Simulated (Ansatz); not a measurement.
## Single-point calculation, with input and output: Ti₃Al

Ti₃Al (4 atoms in the cell), computed with DFT PBEsol, scalar-relativistic, plane waves, PAW, PAW set soft_1, no spin polarisation (Ansatz 0.2.0).

The structure derives from a Materials Project entry. Figures and captions count atoms from 1; the log counts them from 0 in places.

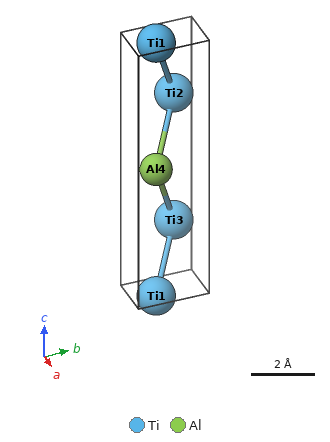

Figure 1. The structure as given in the input (ball-and-stick view of the cell of the calculation, seen slightly off an axis; atoms are numbered from 1 in the order of the input). An atom can appear more than once, as a periodic image. Near neighbours in the periodic cell (some may lie outside the picture): Ti has 12 Ti at 2.73 to 3.01 Å; Ti has 3 Al at 2.74 Å and 9 Ti at 2.73 to 3.01 Å; Al has 6 Ti at 2.74 Å.

Key numbers

- outcome: converged
- space group (tolerance 0.01 Å): P-6m2 (187)
- electrons treated: 39
- free energy: −7946.4630 eV
- Fermi energy: 12.022 eV
- gap on the k-point mesh: none (metallic)
- pressure: 1.53 GPa
- largest force (length of the vector): 0.074 eV/Å
- hardware: 2 threads of Arm Neoverse N1, 98 GiB of memory available, shared host
- wall time: 32 s (CPU time 63 s)
- peak memory: 0.52 GiB

Remarks

The program warns: the PAW datasets were made with another functional.

Input
```yaml
crystal:
  lattice:
    - [3.0149663573, 0.0, 0.0]
    - [-1.5074831786, 2.611037457, 0.0]
    - [0.0, 0.0, 8.4283384517]
  atoms:
    - { symbol: Ti, position: [0.6666666667, 0.3333333333, 0.0] }
    - { symbol: Ti, position: [0.3333333333, 0.6666666667, 0.7511732072] }
    - { symbol: Ti, position: [0.3333333333, 0.6666666667, 0.2488267928] }
    - { symbol: Al, position: [0.6666666667, 0.3333333333, 0.5] }
basis:
  ecutwfc: 520.0
kpoints:
  mp_grid: { grid: [18, 18, 6] }
hamiltonian:
  xc: pbesol
  pseudopotentials: { kind: paw, azcp: { folder: soft_1 } }
scf:
  occupations: { method: gaussian, width: 0.15 }
output:
  forces: true
  stress: true
  eigenvalues: true
  write_density: true
  write_potential: true
  elf: true
  volumetric_format: npy
```

Command:
```bash
ansatz run input.yaml --threads 2 --pin off --max-ram 4096MiB --backend cpu --events-out ev --progress --plain --runs-dir out
```

Log
```
Warning: [file] the record states the generating functional pbe (its physics header spells it `PBE`), which answers neither for hamiltonian.xc's functional nor for the pbesol family's — results may be inconsistent (PPs are generated against a specific XC)
Warning: [file] the record states the generating functional pbe (its physics header spells it `PBE`), which answers neither for hamiltonian.xc's functional nor for the pbesol family's — results may be inconsistent (PPs are generated against a specific XC)
Engine: ansatz 0.2.0, aarch64-unknown-linux-gnu
Pseudopotentials: kind: paw
Pseudopotential: Ti, paw, valence charge 12, recommended cutoff 420 eV (normal), [file]
Pseudopotential: Al, paw, valence charge 3, recommended cutoff 420 eV (normal), [file]
Functional definition: PBEsol
  exchange = pbesol_x
  correlation = pbesol_c
Crystal: 4 atoms, lattice volume = 66.349 Å³
Basis set: ecut = 520 eV, 1807 PW (Γ), exchange–correlation on 48×48×128 points (8 copies of the dense FFT grid, shifted against one another)
Bands: 24, of which v1, the nominal top of the filled ones, is band 20 counted from 1 (19 counted from 0)
Symmetry: 12 space group operations
Space group: P-6m2 (ITA 187), of the structure as read, at distance tolerance 4.0e-5 Å
k-points: 148 of 1944 (time reversal used)
Non-local potential: Ti, projectors of the file, l = 0: 3, l = 1: 2, l = 2: 3, l = 3: 1
Non-local potential: Al, projectors of the file, l = 0: 2, l = 1: 2, l = 2: 1
PAW form: soft (Blöchl's): semilocal exchange-correlation on the pseudo side does not see the compensation charge
PAW frozen core: Ti, regenerated for the run's functional, and the local potential with it (the file was generated under x = pbe(κ = 0.804, μ = 0.2195149727645171), c = pbe(β = 0.06672455060314922))
PAW frozen core: Al, regenerated for the run's functional, and the local potential with it (the file was generated under x = pbe(κ = 0.804, μ = 0.2195149727645171), c = pbe(β = 0.06672455060314922))
PAW one-centre angular grid: Ti, 590 points (default); XC on 64 Gauss nodes
PAW one-centre angular grid: Al, 110 points (default); XC on 64 Gauss nodes
Initial density: superposition of atomic densities (chi_scale 0.1, normalization cell, long waves kept (reshape's long-wave potential 0.03 eV rms))
Initial wavefunctions: pseudopotential atomic-orbital guess
Functional: x = pbesol(κ = 0.804, μ = 0.12345679012345678), c = pbesol(β = 0.046)
SCF iter   1: F=—  HF=-7947.406786 eV  |F-HF|=—  |Δ(HF+E_count)|=         —  Δρ=5.53e-2  dr2=4.54e0  ethr=3.10e-3  ⟨swp⟩=4.8  Hψ=13146  notcnv=0
preconditioner: auto → Kerker (q_TF=auto, 2.497 Å⁻¹)  [metal: Δε(μ)=0.004 eV  Ē_g=3.105 eV  σ=0.150 eV  W_gap=0.02  n_scr=12 (ndim 8)  ℏωp=17.7 eV  f_vac=0.000  D(μ)=3.60/eV (n_scr^D=38)]
SCF iter   2: F=—  HF=-7946.754403 eV  |F-HF|=—  |Δ(HF+E_count)|=   6.52e-1  Δρ=2.57e-2  dr2=1.51e0  ethr=3.10e-3  ⟨swp⟩=2.2  Hψ=6393  notcnv=0
SCF iter   3: F=—  HF=-7946.487408 eV  |F-HF|=—  |Δ(HF+E_count)|=   2.67e-1  Δρ=6.56e-3  dr2=1.34e-1  ethr=3.10e-3  ⟨swp⟩=2.0  Hψ=4992  notcnv=0
SCF iter   4: F=—  HF=-7946.463296 eV  |F-HF|=—  |Δ(HF+E_count)|=   2.41e-2  Δρ=1.26e-3  dr2=2.66e-3  ethr=3.42e-4  ⟨swp⟩=1.7  Hψ=5065  notcnv=0
SCF iter   5: F=—  HF=-7946.463055 eV  |F-HF|=—  |Δ(HF+E_count)|=   2.41e-4  Δρ=3.69e-4  dr2=1.95e-4  ethr=6.82e-6  ⟨swp⟩=2.0  Hψ=4663  notcnv=0
SCF iter   6: F=—  HF=-7946.463028 eV  |F-HF|=—  |Δ(HF+E_count)|=   2.73e-5  Δρ=9.33e-5  dr2=6.94e-6  ethr=4.99e-7  ⟨swp⟩=1.7  Hψ=3846  notcnv=0
SCF iter   7: F=—  HF=-7946.463002 eV  |F-HF|=—  |Δ(HF+E_count)|=   2.54e-5  Δρ=2.01e-5  dr2=3.30e-7  ethr=1.78e-8  ⟨swp⟩=2.0  Hψ=4651  notcnv=0
SCF iter   8: F=-7946.463002 eV  HF=-7946.463002 eV  |F-HF|=2.48e-8  |Δ(HF+E_count)|=   6.01e-8  Δρ=4.66e-6  dr2=2.85e-8  ethr=2.56e-10  ⟨swp⟩=8.3  Hψ=22747  notcnv=0
SCF 1 converged in 8 iterations: F = -7946.463002 eV  dr2 = 2.85e-8
  Residual-converged pass: ⟨swp⟩=1.0  Hψ=4147  notcnv=0  max |occ|·‖R‖ = 7.1e-9 eV (tolerance 1.0e-8 eV)  dr2=2.85e-8  dr2_onsite=2.00e-9  max |Δocc| = 4.6e-11
  greatest PAW one-centre occupation: 0.999 electrons in one spin orbital (limit 2), on the Ti atom at site 0 (counted from 0), in its partial waves of l = 0
```

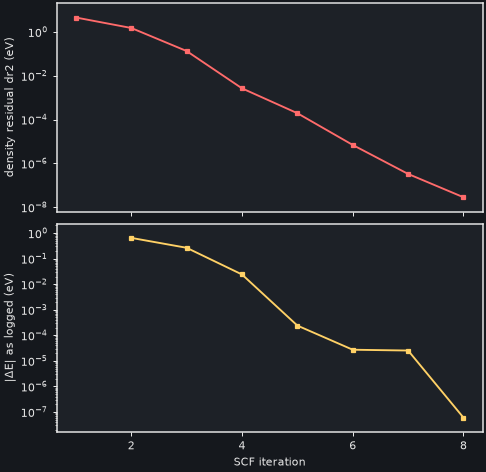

Figure 2. Convergence of the self-consistent field: density residual dr2 and size of the energy change against the SCF iteration. The residual falls at every step.

```
SCF converged after 8 iterations
Free energy (F): -7946.463002 eV
Harris-Foulkes:  -7946.463002 eV  (|F-HF|=2.48e-8)
Internal energy: -7946.421728 eV  (E = F + TS)
E sigma→0 (E₀):  -7946.442365 eV
Entropy (-TS):   -0.041274 eV (-10.318 meV/atom)
Fermi energy:    12.021936 eV
--- Per-component energies (eV) ---
  E_band       = -487.399682
  E_kinetic    = 867.309244
  E_local      = -3522.437731  (includes V_loc(G=0)·N_el)
  E_nonlocal   = 196.665316
  E_hartree    = 1480.483105
  E_xc         = -383.773711
  E_vxc        = -465.088527  (∫ρ·V_xc dr)
  E_paw        = -3508.996769  (= ΣΔE_a)
  E_vpaw       = -524.810285  (= ΣTr[D̂ρ^β])
  E_aug_tail   = -0.000075  (compensation charges beyond the density's cutoff)
  E_ewald      = -3076.108401
  E_core_change = 0.437293  (= ΣΔE_core)
  E_smearing   = -0.041274  (= −TS)
  E_closure    = 0.000000  (closes the sum)
  Σ components = -7946.463002   (vs F -7946.463002, Δ=0.00e0)
--- Forces (eV/Å), atoms counted from 1 ---
  atom   1  Ti    -0.00000000     0.00000000     0.00000000
  atom   2  Ti     0.00000000    -0.00000000     0.07397458
  atom   3  Ti     0.00000000    -0.00000000    -0.07397458
  atom   4  Al    -0.00000000     0.00000000     0.00000000
  max |Σ_I F_I| component: 4.16e-17 eV/Å
--- Stress (GPa, compression-positive) ---
       -4.403842      -0.000000       0.000000
        0.000000      -4.403842       0.000000
        0.000000       0.000000      13.412273
  P = ⅓ Tr σ = 1.5349 GPa (15.349 kbar)
--- Band table (eV; the first three rows and the last of 148) ---
  k-point 0: bands = ["-44.3816", "-44.2854", "-44.1971", "-21.1080", "-20.7532", "-20.5129", "-20.5129", "-20.4250", "-20.4250", "-20.3754", "-20.3569", "-20.3569", "3.7769", "7.2460", "7.4815", "9.6495", "12.1476", "12.5494", "12.5494", "12.6133", "12.6133", "13.2145", "13.2145", "13.5006"]
  k-point 1: bands = ["-44.3816", "-44.2854", "-44.1971", "-21.1088", "-20.7517", "-20.5129", "-20.5129", "-20.4251", "-20.4251", "-20.3762", "-20.3569", "-20.3569", "3.7964", "6.8228", "7.9883", "9.6211", "12.0478", "12.5529", "12.5529", "12.6086", "12.6086", "13.2219", "13.2219", "13.4266"]
  k-point 2: bands = ["-44.3815", "-44.2855", "-44.1971", "-21.1102", "-20.7486", "-20.5128", "-20.5128", "-20.4252", "-20.4252", "-20.3779", "-20.3568", "-20.3568", "3.8376", "6.4618", "8.5759", "9.5183", "11.8263", "12.5600", "12.5600", "12.5995", "12.5995", "13.2363", "13.2363", "13.3162"]
  k-point 147: bands = ["-44.2324", "-44.2241", "-44.2240", "-20.9527", "-20.9442", "-20.8496", "-20.6880", "-20.6848", "-20.6838", "-20.5362", "-20.4341", "-20.4275", "9.5045", "9.8382", "10.1141", "10.5618", "10.6184", "10.6658", "10.9192", "11.3496", "12.0121", "12.2534", "12.2589", "14.1306"]
```

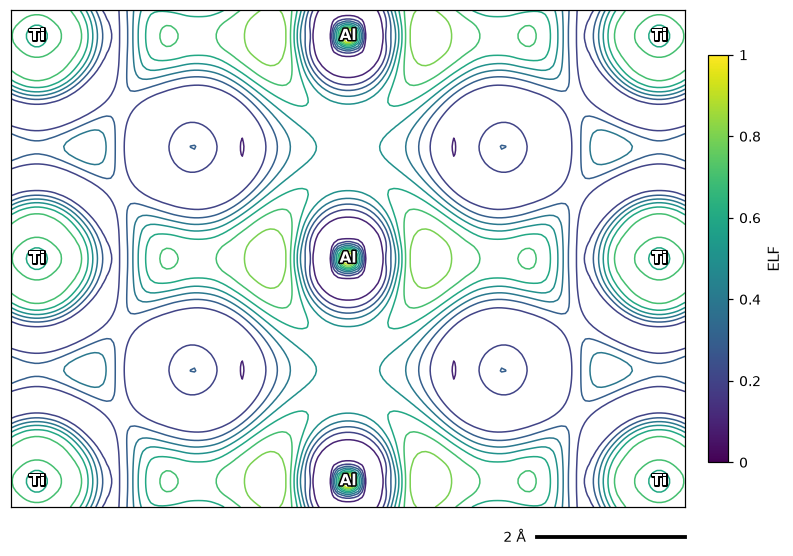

Figure 3. Electron localisation function on the (11̄0) plane of the conventional cell. Atoms in the plane: Ti and Al. Ti–Ti (3.01 Å): the ELF is about 0.35 at the midpoint (no localised pair between them).The strong features right at Ti lie inside the PAW spheres (semicore, d or f shells) and say nothing about bonding. The fields are those of the smooth PAW valence density.
